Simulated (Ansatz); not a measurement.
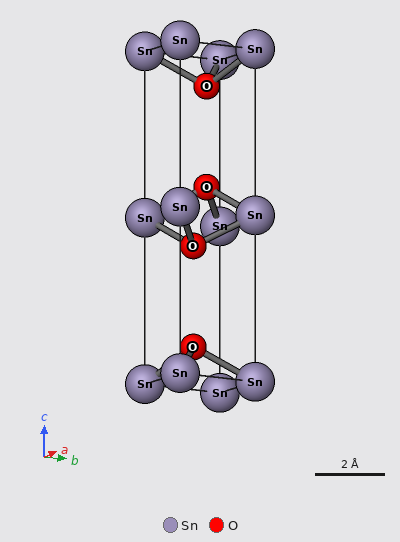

Figure 1. The input geometry (ball-and-stick view of the cell of the calculation, seen at an oblique angle).

**Run report: SnO2, single-point calculation**

- system: SnO2 (6 atoms in the cell)
- method: DFT PBE+D3(BJ), scalar-relativistic, plane waves, PAW, no spin polarisation (Ansatz 0.2.0)

The structure derives from a Materials Project entry. Figures and captions count atoms from 1; the log counts them from 0 in places.

### Output
```
Engine: ansatz 0.2.0, x86_64-unknown-linux-gnu
Pseudopotentials: kind: paw
Pseudopotential: Sn, paw, valence charge 14, recommended cutoff 420 eV (normal), Sn.paw.azcp
Pseudopotential: O, paw, valence charge 6, recommended cutoff 420 eV (normal), O.paw.azcp
Functional definition: PBE
  parameter kappa = 0.804
  parameter beta = 0.06672455060314922
  exchange = pbe_x(kappa = kappa, mu = beta*pi^2/3)
  correlation = pbe_c(beta = beta)
Crystal: 6 atoms, lattice volume = 92.276 Å³
Basis set: ecut = 520 eV, 2473 PW (Γ), exchange–correlation on 50×50×150 points (8 copies of the dense FFT grid, shifted against one another)
Bands: 32, of which v1, the nominal top of the filled ones, is band 26 counted from 1 (25 counted from 0)
Symmetry: 24 space group operations
Space group: P63/mmc (ITA 194), of the structure as read, at distance tolerance 4.5e-5 Å
k-points: 57 of 576
Non-local potential: Sn, projectors of the file, l = 0: 2, l = 1: 2, l = 2: 2, l = 3: 2
Non-local potential: O, projectors of the file, l = 0: 2, l = 1: 2, l = 2: 1
PAW form: soft (Blöchl's): semilocal exchange-correlation on the pseudo side does not see the compensation charge
PAW one-centre angular grid: Sn, 590 points (default); XC on 64 Gauss nodes
PAW one-centre angular grid: O, 110 points (default); XC on 64 Gauss nodes
Initial density: superposition of atomic densities (neutral atoms: chi_scale 0, normalization atom), corrected by the library's trained network
Initial wavefunctions: pseudopotential atomic-orbital guess
Functional: x = pbe(κ = 0.804, μ = 0.2195149727645171), c = pbe(β = 0.06672455060314922)
SCF iter   1: F=—  HF=-14317.855472 eV  |F-HF|=—  |Δ(HF+E_count)|=         —  Δρ=1.57e-3  dr2=9.47e-4  ethr=1.77e-3  ⟨swp⟩=6.5  Hψ=8174  notcnv=0
preconditioner: auto → Resta (q_TF=auto, 2.480 Å⁻¹)  ε∞=3.3  [insulator: Δε(μ)=1.419 eV  Ē_g=18.328 eV  σ=0.050 eV  W_gap=1.00  n_scr=24 (ndim 8)  ℏωp=27.9 eV  f_vac=0.200  D(μ)=0.00/eV (n_scr^D=0)  ε∞_Penn≈3.3]
SCF iter   2: F=—  HF=-14317.857264 eV  |F-HF|=—  |Δ(HF+E_count)|=   1.79e-3  Δρ=8.48e-4  dr2=2.09e-4  ethr=1.82e-6  ⟨swp⟩=2.4  Hψ=3781  notcnv=0  defer=1
SCF iter   3: F=—  HF=-14317.857804 eV  |F-HF|=—  |Δ(HF+E_count)|=   5.39e-4  Δρ=3.12e-4  dr2=9.11e-5  ethr=4.01e-7  ⟨swp⟩=3.0  Hψ=3201  notcnv=0  defer=1
SCF iter   4: F=—  HF=-14317.857811 eV  |F-HF|=—  |Δ(HF+E_count)|=   7.48e-6  Δρ=7.11e-5  dr2=3.76e-6  ethr=1.75e-7  ⟨swp⟩=2.2  Hψ=2490  notcnv=0  defer=1
SCF iter   5: F=—  HF=-14317.857817 eV  |F-HF|=—  |Δ(HF+E_count)|=   5.41e-6  Δρ=2.39e-5  dr2=2.90e-7  ethr=7.23e-9  ⟨swp⟩=2.0  Hψ=3196  notcnv=0  defer=1
SCF iter   6: F=-14317.857818 eV  HF=-14317.857818 eV  |F-HF|=3.23e-9  |Δ(HF+E_count)|=   7.44e-7  Δρ=8.89e-6  dr2=6.30e-8  ethr=1.92e-10  ⟨swp⟩=14.3  Hψ=14918  notcnv=0
SCF 1 converged in 6 iterations: F = -14317.857818 eV  dr2 = 6.30e-8
  greatest PAW one-centre occupation: 0.995 electrons in one spin orbital (limit 2), on the Sn atom at site 1 (counted from 0), in its partial waves of l = 2
```

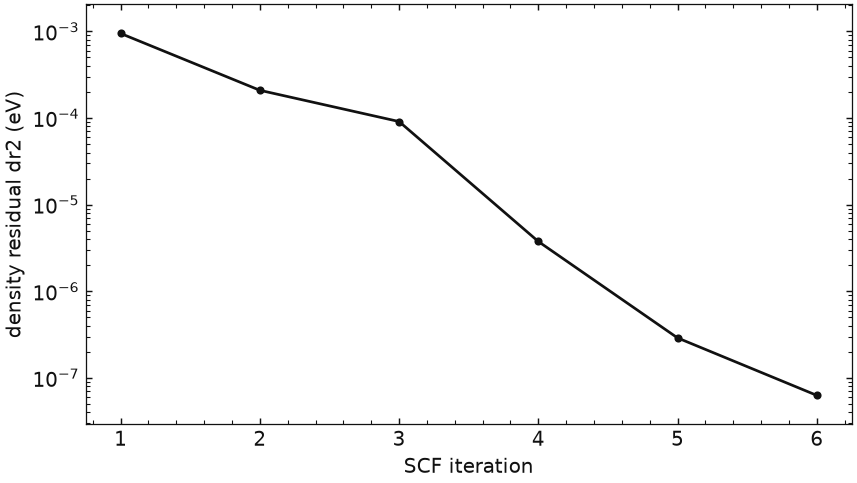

Figure 2. Convergence of the self-consistent field: density residual dr2 against the SCF iteration. The residual falls at every step.

```
SCF converged after 6 iterations
Free energy (F): -14317.857818 eV
Harris-Foulkes:  -14317.857818 eV  (|F-HF|=3.23e-9)
Internal energy: -14317.857818 eV  (E = F + TS)
E sigma→0 (E₀):  -14317.857818 eV
Fermi energy:    6.407394 eV
--- Per-component energies (eV) ---
  E_band       = -299.502716
  E_kinetic    = 1072.783252
  E_local      = -4264.180467  (includes V_loc(G=0)·N_el)
  E_nonlocal   = 133.137071
  E_hartree    = 2101.861579
  E_xc         = -1053.208591
  E_vxc        = -561.210350  (∫ρ·V_xc dr)
  E_paw        = -8924.380899  (= ΣΔE_a)
  E_vpaw       = -883.765894  (= ΣTr[D̂ρ^β])
  E_aug_tail   = 0.003053  (compensation charges beyond the density's cutoff)
  E_ewald      = -3382.881181
  E_disp       = -0.991633  (pairwise vdW)
  E_smearing   = -0.000000  (= −TS)
  E_closure    = -0.000000  (closes the sum)
  Σ components = -14317.857818   (vs F -14317.857818, Δ=0.00e0)
--- Forces (eV/Å), atoms counted from 1 ---
  atom   1  Sn     0.00000000    -0.00000000     0.00000000
  atom   2  Sn     0.00000000    -0.00000000     0.00000000
  atom   3  O      0.00000000    -0.00000000    -0.10491256
  atom   4  O     -0.00000000    -0.00000000     0.10491256
  atom   5  O     -0.00000000     0.00000000     0.10491256
  atom   6  O     -0.00000000     0.00000000    -0.10491256
  max |Σ_I F_I| component: 2.78e-17 eV/Å
--- Stress (GPa, compression-positive) ---
       -7.447924       0.000000       0.000000
        0.000000      -7.447924       0.000000
        0.000000       0.000000       2.224196
  P = ⅓ Tr σ = -4.2239 GPa (-42.239 kbar)
--- Band table (eV; the first three rows and the last of 57) ---
  k-point 0: bands = ["-14.6381", "-14.6360", "-14.3994", "-14.3994", "-14.3992", "-14.3992", "-14.2540", "-14.2540", "-14.2538", "-14.2538", "-12.3674", "-12.2878", "-10.6563", "-10.5346", "1.8037", "2.2984", "4.0345", "4.0345", "4.1028", "4.1028", "4.2459", "4.3959", "4.3959", "4.4641", "4.4641", "5.3115", "7.1166", "8.2062", "10.6019", "11.2782", "16.0610", "16.0610"]
  k-point 1: bands = ["-14.6378", "-14.6363", "-14.3994", "-14.3994", "-14.3992", "-14.3992", "-14.2539", "-14.2539", "-14.2538", "-14.2538", "-12.3563", "-12.3001", "-10.6378", "-10.5518", "1.8633", "2.2079", "4.0431", "4.0431", "4.0910", "4.0910", "4.3931", "4.4077", "4.4077", "4.4555", "4.4555", "5.1249", "7.3104", "8.0613", "10.7064", "11.1807", "16.0819", "16.0819"]
  k-point 2: bands = ["-14.6371", "-14.6371", "-14.3993", "-14.3993", "-14.3993", "-14.3993", "-14.2539", "-14.2539", "-14.2539", "-14.2539", "-12.3289", "-12.3289", "-10.5942", "-10.5942", "2.0212", "2.0212", "4.0655", "4.0655", "4.0655", "4.0655", "4.4332", "4.4332", "4.4332", "4.4332", "4.7428", "4.7428", "7.7062", "7.7062", "10.9466", "10.9466", "16.1337", "16.1337"]
  k-point 56: bands = ["-14.7782", "-14.7782", "-14.7721", "-14.7721", "-14.2796", "-14.2796", "-14.2576", "-14.2576", "-14.2574", "-14.2574", "-10.2817", "-10.2817", "-10.2048", "-10.2048", "-1.0878", "-1.0878", "1.8428", "1.8428", "1.8958", "1.8958", "2.9152", "2.9152", "5.0395", "5.0395", "5.5058", "5.5058", "11.2446", "11.2446", "14.2997", "14.2997", "15.7040", "15.7040"]
```

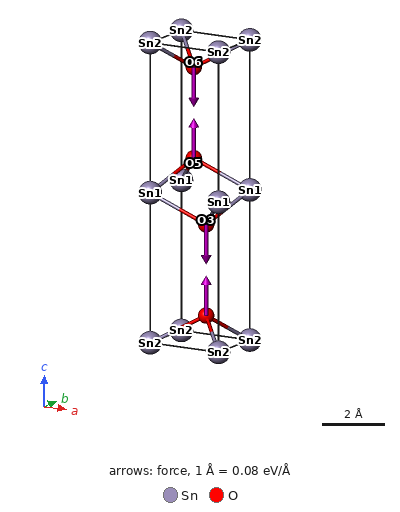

Figure 3. Forces on the atoms as pink arrows (ball-and-stick view of the cell of the calculation, seen slightly off an axis; atoms are numbered from 1 in the order of the input). The largest act on all 4 O atoms (0.10 eV/Å). The geometry is not a stationary point of this energy.

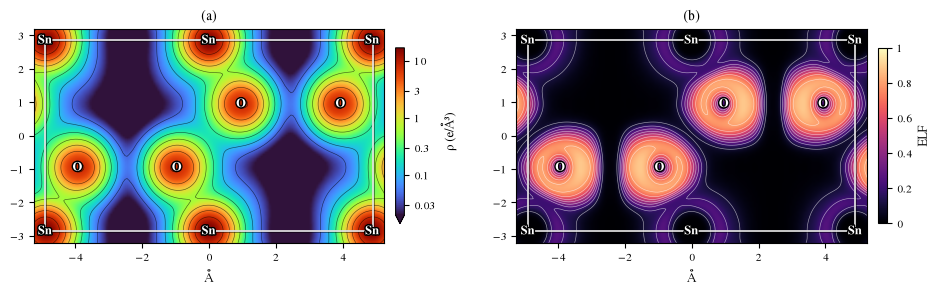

Figure 4. (a) valence charge density (pseudo); (b) electron localisation function on the (110) plane of the conventional cell. The plane passes through Sn and O nuclei. Sn–O (2.13 Å): the density is about 0.59 e/Å³ at the midpoint; the ELF is about 0.25 at the midpoint. Away from the nuclei the density in this plane falls to 0.004 e/Å³ at its lowest. The fields are those of the smooth PAW valence density.

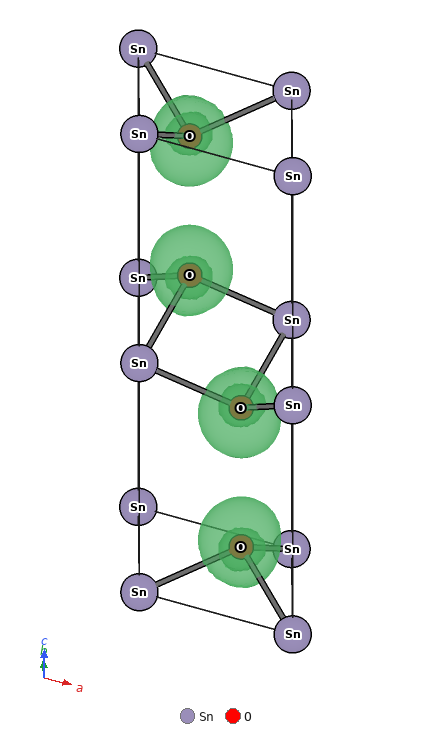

Figure 5. Isosurface of the ELF at 0.75 (green), seen at an oblique angle. Core shells and regions of very low density are left out. Sticks mark near contacts. The outline is the cell set on symmetry axes. Values along the shortest contacts: Sn–O (2.13 Å): the ELF is about 0.25 at the midpoint.

The run was set up as follows.

### Input file
```yaml
crystal:
  lattice:
    - [3.2981634016, 0.0, 0.0]
    - [-1.6490817008, 2.8562932916, 0.0]
    - [0.0, 0.0, 9.7952154864]
  atoms:
    - { symbol: Sn, position: [0.0, 0.0, 0.5] }
    - { symbol: Sn, position: [0.0, 0.0, 0.0] }
    - { symbol: O, position: [0.6666666667, 0.3333333333, 0.4017901367] }
    - { symbol: O, position: [0.6666666667, 0.3333333333, 0.0982098633] }
    - { symbol: O, position: [0.3333333333, 0.6666666667, 0.5982098633] }
    - { symbol: O, position: [0.3333333333, 0.6666666667, 0.9017901367] }
basis:
  ecutwfc: 520.0
kpoints:
  mp_grid: { grid: [12, 12, 4] }
hamiltonian:
  xc: pbe
  dispersion: d3bj
scf:
  occupations: { method: gaussian, width: 0.05 }
output:
  forces: true
  stress: true
  eigenvalues: true
  write_density: true
  write_potential: true
  elf: true
  volumetric_format: npy
```

Run as:
```bash
ansatz run input.yaml --threads 1 --pin off --max-ram 2048MiB --backend cpu --events-out ev --progress --plain --runs-dir out
```

### Results in brief

| quantity | value |
| --- | --- |
| outcome | converged |
| space group (tolerance 0.01 Å) | P6₃/mmc (194) |
| electrons treated | 52 |
| free energy | −14317.8578 eV |
| Fermi energy | 6.407 eV |
| gap on the k-point mesh | 1.42 eV |
| pressure | −4.22 GPa |
| largest force (length of the vector) | 0.105 eV/Å |
| hardware | 1 thread of AMD EPYC (Zen 5), 10 GiB of memory available, shared host |
| wall time | 4.1 s |
| peak memory | 0.51 GiB |
